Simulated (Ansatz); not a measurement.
# What a change does: geometry relaxation on Zr₃O

System: Zr₃O (Pm-3m, 4 atoms in the cell).
Method of run A: DFT r2SCAN, scalar-relativistic, plane waves, PAW, no spin polarisation (Ansatz 0.2.0).

The structure was made by swapping elements on the sites of another compound; it need not be a known phase. Text and figures count atoms from 1; the logs count them from 0 in places.

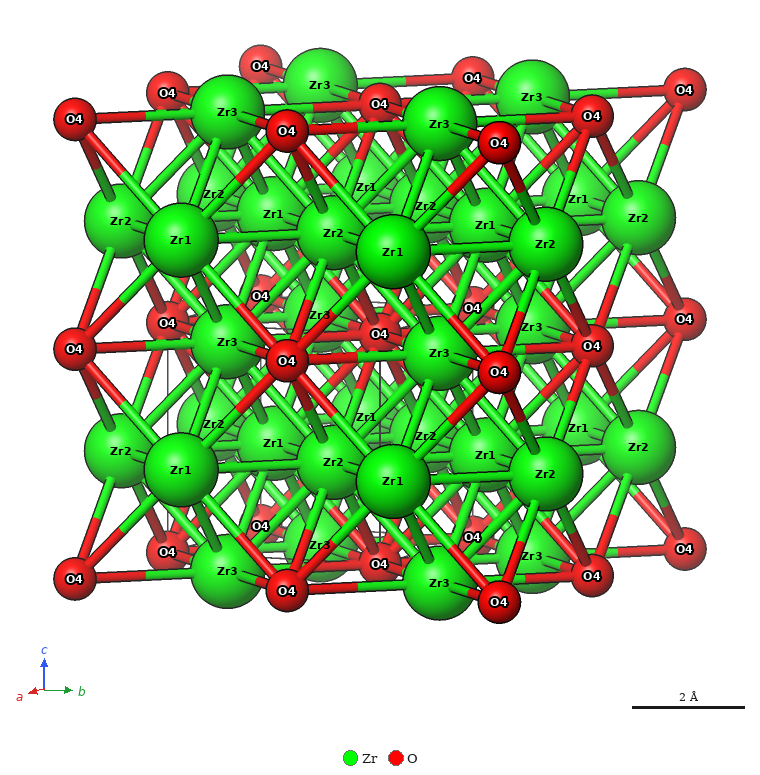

Fig. 1: The input geometry (ball-and-stick view of the cell of the calculation, repeated 2 × 2 × 2, seen slightly off an axis; atoms are numbered from 1 in the order of the input). An atom can appear more than once, as a periodic image. Near neighbours in the periodic cell (some may lie outside the picture): Zr has 4 O at 2.93 Å and 8 Zr at 2.93 Å; O has 12 Zr at 2.93 Å.

**The input, run A**
```yaml
crystal:
  lattice:
    - [4.1440791751, 0.0, 0.0]
    - [0.0, 4.1440791751, 0.0]
    - [0.0, 0.0, 4.1440791751]
  atoms:
    - { symbol: Zr, position: [0.0, 0.5, 0.5] }
    - { symbol: Zr, position: [0.5, 0.0, 0.5] }
    - { symbol: Zr, position: [0.5, 0.5, 0.0] }
    - { symbol: O, position: [0.0, 0.0, 0.0] }
basis:
  ecutwfc: 500
kpoints:
  mp_grid: { grid: [12, 12, 12] }
hamiltonian:
  xc: r2scan
scf:
  occupations: { method: gaussian, width: 0.1 }
output:
  forces: true
  stress: true
  eigenvalues: true
relax:
  adjacent_minimum: "off"
  f_tol: 0.01
  max_steps: 80
  cell: { stress_tol: 0.05 }
```

Launched with:
```bash
ansatz run input.yaml --threads 1 --pin off --max-ram 3072MiB --backend cpu --events-out ev --progress --plain --runs-dir out
```

Hardware: 1 thread of Arm Neoverse V1, 24 GiB of memory available, shared host.

**Output, shortened to warnings, some set-up lines, iterations and results (run A)**
```
Basis set: ecut = 500 eV, 1839 PW (Γ), exchange–correlation on 128×128×128 points (64 copies of the dense FFT grid, shifted against one another)
Symmetry: 48 space group operations
k-points: 84 of 1728
Initial density: superposition of atomic densities (neutral atoms: chi_scale 0, normalization atom), corrected by the library's trained network
[...]
SCF iter   1: F=—  HF=-13150.114796 eV  |F-HF|=—  |Δ(HF+E_count)|=         —  Δρ=1.38e-2  dr2=2.29e-1  dr2_τ=5.79e-2  ethr=1.77e-3  ⟨swp⟩=4.4  Hψ=9190  notcnv=0
SCF iter   2: F=—  HF=-13150.225580 eV  |F-HF|=—  |Δ(HF+E_count)|=   1.11e-1  Δρ=7.98e-3  dr2=2.22e-2  dr2_τ=8.73e-3  ethr=5.45e-4  ⟨swp⟩=2.0  Hψ=3999  notcnv=0  defer=33
SCF iter   3: F=—  HF=-13150.228002 eV  |F-HF|=—  |Δ(HF+E_count)|=   2.42e-3  Δρ=3.69e-3  dr2=1.10e-2  dr2_τ=4.70e-4  ethr=5.30e-5  ⟨swp⟩=2.0  Hψ=2516  notcnv=0  defer=33
SCF iter   4: F=—  HF=-13150.228006 eV  |F-HF|=—  |Δ(HF+E_count)|=   3.43e-6  Δρ=1.37e-3  dr2=1.11e-3  dr2_τ=1.30e-4  ethr=2.62e-5  ⟨swp⟩=2.0  Hψ=2800  notcnv=0  defer=33
SCF iter   5: F=—  HF=-13150.228253 eV  |F-HF|=—  |Δ(HF+E_count)|=   2.47e-4  Δρ=4.70e-4  dr2=1.95e-4  dr2_τ=1.29e-5  ethr=2.65e-6  ⟨swp⟩=2.0  Hψ=2834  notcnv=0  defer=33
[... 31 lines ...]
SCF iter   4: F=—  HF=-13150.238833 eV  |F-HF|=—  |Δ(HF+E_count)|=   2.67e-8  Δρ=2.53e-6  dr2=1.69e-9  dr2_τ=8.76e-10  ethr=3.16e-10  ⟨swp⟩=2.0  Hψ=2644  notcnv=0
SCF iter   5: F=—  HF=-13150.238833 eV  |F-HF|=—  |Δ(HF+E_count)|=   1.25e-8  Δρ=7.05e-7  dr2=3.27e-10  dr2_τ=5.53e-11  ethr=4.02e-12  ⟨swp⟩=2.0  Hψ=3628  notcnv=0
SCF iter   6: F=-13150.238833 eV  HF=-13150.238833 eV  |F-HF|=5.46e-12  |Δ(HF+E_count)|=  4.62e-10  Δρ=2.23e-7  dr2=3.63e-11  dr2_τ=2.84e-12  ethr=1.00e-12  ⟨swp⟩=3.0  …
SCF 4 converged in 6 iterations: F = -13150.238833 eV  dr2 = 3.63e-11
relax step   4: F+E_penalty+E_count = -13150.23883289 eV  Δ(F+E_penalty+E_count) = -8.461e-4 eV  max|allowed force component| = 8.217e-30 eV/Å  Δτ_max = 0.0000 Å  P = -0.023 …
basis re-selected at this cell: Δ(F+E_penalty+E_count) = -8.461e-4 eV, ΔP = +0.004 GPa vs the last step (what re-selecting the basis moved, of the pressure what is left beyond the Pulay correction that the steps carried, after the strain that the cell walked since its last selection, with what the …
SCF converged after 6 iterations
Free energy (F): -13150.238833 eV
Harris-Foulkes:  -13150.238833 eV  (|F-HF|=5.46e-12)
Internal energy: -13150.212850 eV  (E = F + TS)
E sigma→0 (E₀):  -13150.225842 eV
Entropy (-TS):   -0.025982 eV (-6.496 meV/atom)
Fermi energy:    14.309757 eV
--- Per-component energies (eV) ---
  E_band       = -276.087920
  E_kinetic    = 1174.625009
  E_local      = -2063.172757  (includes V_loc(G=0)·N_el)
  E_nonlocal   = 292.787142
  E_hartree    = 646.911803
  E_xc         = -539.354518
  E_vxc        = -739.144385  (∫ρ·V_xc dr)
  E_paw        = -9073.131335  (= ΣΔE_a)
  E_vpaw       = -280.257301  (= ΣTr[D̂ρ^β])
  E_aug_tail   = 0.000982  (compensation charges beyond the density's cutoff)
  E_vtau       = 45.249848  (kinetic-family band-sum trace: ∫τ·v_τ [+ j·A + Jᵃ·Aᵃ] dr)
  E_ewald      = -3588.353010
  E_core_change = -0.526166  (= ΣΔE_core)
  E_smearing   = -0.025982  (= −TS)
  E_closure    = -0.000000  (closes the sum)
  Σ components = -13150.238833   (vs F -13150.238833, Δ=0.00e0)
--- Forces (eV/Å), atoms counted from 1 ---
  atom   1  Zr     0.00000000     0.00000000     0.00000000
  atom   2  Zr     0.00000000     0.00000000     0.00000000
  atom   3  Zr     0.00000000    -0.00000000     0.00000000
  atom   4  O      0.00000000    -0.00000000    -0.00000000
  max |Σ_I F_I| component: 2.60e-29 eV/Å
--- Stress (GPa, compression-positive) ---
       -0.023000      -0.000000       0.000000
       -0.000000      -0.023000       0.000000
        0.000000       0.000000      -0.023000
  P = ⅓ Tr σ = -0.0230 GPa (-0.230 kbar)
--- Relaxed structure (3 steps of the walk, 2 accepted, 1 SCFs on fresh bases) ---
  F+E_penalty+E_count = -13150.23883289 eV   max|allowed force component| = 8.217e-30 eV/Å   (the final SCF, on the basis selected at the relaxed cell)
  cell:  # Å, volume = 72.9835 Å³
    - [4.179023986946406, 0.0, -3.209883240645393e-35]
    - [2.5679065925163143e-34, 4.179023986946406, -6.419766481290786e-35]
    - [-3.209883240645393e-35, -6.419766481290786e-35, 4.179023986946406]
[...]
```

The input of run B differs as follows (lines with − go, lines with + come):
```diff
-basis:
-  ecutwfc: 500
+  n_extra_bands: 32
```

How does run B compare with run A?

The energy doesn't change within 0.01 meV per atom. The SCF takes 32 iterations over all geometry steps against 33. On the same kind of shared host run B took about 1.6 times as long.

**Output, shortened to warnings, some set-up lines, iterations and results (run B)**
```
Basis set: ecut = 500 eV, 1839 PW (Γ), exchange–correlation on 128×128×128 points (64 copies of the dense FFT grid, shifted against one another)
Symmetry: 48 space group operations
k-points: 84 of 1728
Initial density: superposition of atomic densities (neutral atoms: chi_scale 0, normalization atom), corrected by the library's trained network
[...]
SCF iter   1: F=—  HF=-13150.115144 eV  |F-HF|=—  |Δ(HF+E_count)|=         —  Δρ=1.38e-2  dr2=2.30e-1  dr2_τ=5.80e-2  ethr=1.77e-3  ⟨swp⟩=5.1  Hψ=18746  notcnv=0  defer=1265
SCF iter   2: F=—  HF=-13150.225649 eV  |F-HF|=—  |Δ(HF+E_count)|=   1.11e-1  Δρ=7.99e-3  dr2=2.22e-2  dr2_τ=8.89e-3  ethr=5.49e-4  ⟨swp⟩=2.1  Hψ=5940  notcnv=0  defer=1971
SCF iter   3: F=—  HF=-13150.228005 eV  |F-HF|=—  |Δ(HF+E_count)|=   2.36e-3  Δρ=3.70e-3  dr2=1.10e-2  dr2_τ=4.59e-4  ethr=5.29e-5  ⟨swp⟩=2.0  Hψ=2899  notcnv=0  defer=1971
SCF iter   4: F=—  HF=-13150.228007 eV  |F-HF|=—  |Δ(HF+E_count)|=   1.88e-6  Δρ=1.38e-3  dr2=1.13e-3  dr2_τ=1.34e-4  ethr=2.63e-5  ⟨swp⟩=2.2  Hψ=3103  notcnv=0  defer=1971
SCF iter   5: F=—  HF=-13150.228253 eV  |F-HF|=—  |Δ(HF+E_count)|=   2.46e-4  Δρ=4.70e-4  dr2=1.93e-4  dr2_τ=1.31e-5  ethr=2.69e-6  ⟨swp⟩=2.0  Hψ=3130  notcnv=0  defer=1971
[... 30 lines ...]
SCF iter   4: F=—  HF=-13150.238833 eV  |F-HF|=—  |Δ(HF+E_count)|=   4.54e-8  Δρ=2.50e-6  dr2=1.69e-9  dr2_τ=6.56e-10  ethr=3.21e-10  ⟨swp⟩=1.1  Hψ=4308  notcnv=0
SCF iter   5: F=—  HF=-13150.238833 eV  |F-HF|=—  |Δ(HF+E_count)|=   8.92e-9  Δρ=5.99e-7  dr2=2.70e-10  dr2_τ=2.88e-11  ethr=4.02e-12  ⟨swp⟩=2.5  Hψ=6115  notcnv=0
SCF iter   6: F=-13150.238833 eV  HF=-13150.238833 eV  |F-HF|=3.64e-12  |Δ(HF+E_count)|=  2.33e-10  Δρ=2.18e-7  dr2=3.39e-11  dr2_τ=2.76e-12  ethr=1.00e-12  ⟨swp⟩=5.8  …
SCF 4 converged in 6 iterations: F = -13150.238833 eV  dr2 = 3.39e-11
relax step   4: F+E_penalty+E_count = -13150.23883273 eV  Δ(F+E_penalty+E_count) = -8.461e-4 eV  max|allowed force component| = 2.261e-29 eV/Å  Δτ_max = 0.0000 Å  P = -0.023 …
basis re-selected at this cell: Δ(F+E_penalty+E_count) = -8.461e-4 eV, ΔP = +0.004 GPa vs the last step (what re-selecting the basis moved, of the pressure what is left beyond the Pulay correction that the steps carried, after the strain that the cell walked since its last selection, with what the …
SCF converged after 6 iterations
Free energy (F): -13150.238833 eV
Harris-Foulkes:  -13150.238833 eV  (|F-HF|=3.64e-12)
Internal energy: -13150.212850 eV  (E = F + TS)
E sigma→0 (E₀):  -13150.225842 eV
Entropy (-TS):   -0.025982 eV (-6.496 meV/atom)
Fermi energy:    14.309694 eV
--- Per-component energies (eV) ---
  E_band       = -276.090498
  E_kinetic    = 1174.624626
  E_local      = -2063.178369  (includes V_loc(G=0)·N_el)
  E_nonlocal   = 292.787078
  E_hartree    = 646.913434
  E_xc         = -539.354395
  E_vxc        = -739.144207  (∫ρ·V_xc dr)
  E_paw        = -9073.131292  (= ΣΔE_a)
  E_vpaw       = -280.257245  (= ΣTr[D̂ρ^β])
  E_aug_tail   = 0.000982  (compensation charges beyond the density's cutoff)
  E_vtau       = 45.249841  (kinetic-family band-sum trace: ∫τ·v_τ [+ j·A + Jᵃ·Aᵃ] dr)
  E_ewald      = -3588.348747
  E_core_change = -0.526166  (= ΣΔE_core)
  E_smearing   = -0.025982  (= −TS)
  E_closure    = -0.000000  (closes the sum)
  Σ components = -13150.238833   (vs F -13150.238833, Δ=0.00e0)
--- Forces (eV/Å), atoms counted from 1 ---
  atom   1  Zr     0.00000000    -0.00000000     0.00000000
  atom   2  Zr     0.00000000    -0.00000000     0.00000000
  atom   3  Zr    -0.00000000     0.00000000     0.00000000
  atom   4  O     -0.00000000    -0.00000000    -0.00000000
  max |Σ_I F_I| component: 1.26e-29 eV/Å
--- Stress (GPa, compression-positive) ---
       -0.023265       0.000000       0.000000
        0.000000      -0.023265      -0.000000
        0.000000      -0.000000      -0.023265
  P = ⅓ Tr σ = -0.0233 GPa (-0.233 kbar)
--- Relaxed structure (3 steps of the walk, 2 accepted, 1 SCFs on fresh bases) ---
  F+E_penalty+E_count = -13150.23883273 eV   max|allowed force component| = 2.261e-29 eV/Å   (the final SCF, on the basis selected at the relaxed cell)
  cell:  # Å, volume = 72.9837 Å³
    - [4.179028951270891, -3.5308715647099323e-34, 1.2839532962581572e-34]
    - [-9.62964972193618e-35, 4.179028951270891, 6.419766481290786e-35]
[...]
```

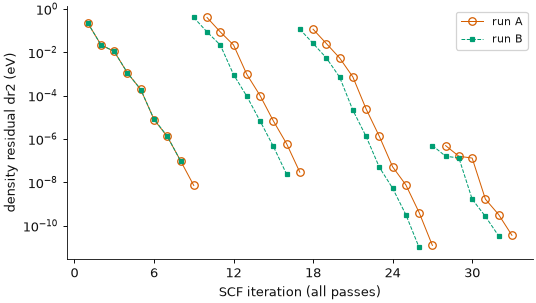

Fig. 2: Convergence of the two runs: density residual dr2 against the SCF iteration. A break in a curve parts two SCF passes. Run A takes 33 iterations in all, and run B takes 32.

**The two runs side by side**

```csv
quantity,run A,run B
outcome,converged,converged
free energy per atom (eV),−3287.5597,−3287.5597
"energy per atom, smearing taken to zero (eV)",−3287.5565,−3287.5565
gap on the mesh (eV),0.00,0.00
pressure (GPa),−0.02,−0.02
largest force (eV/Å),0.000,0.000
SCF iterations,33,32
irreducible k-points,84,84
wall time (shared host),94 s,2.5 min
```

For run B: These settings are looser than, or depart from, a standard set-up, so the numbers are not reference values for this system.
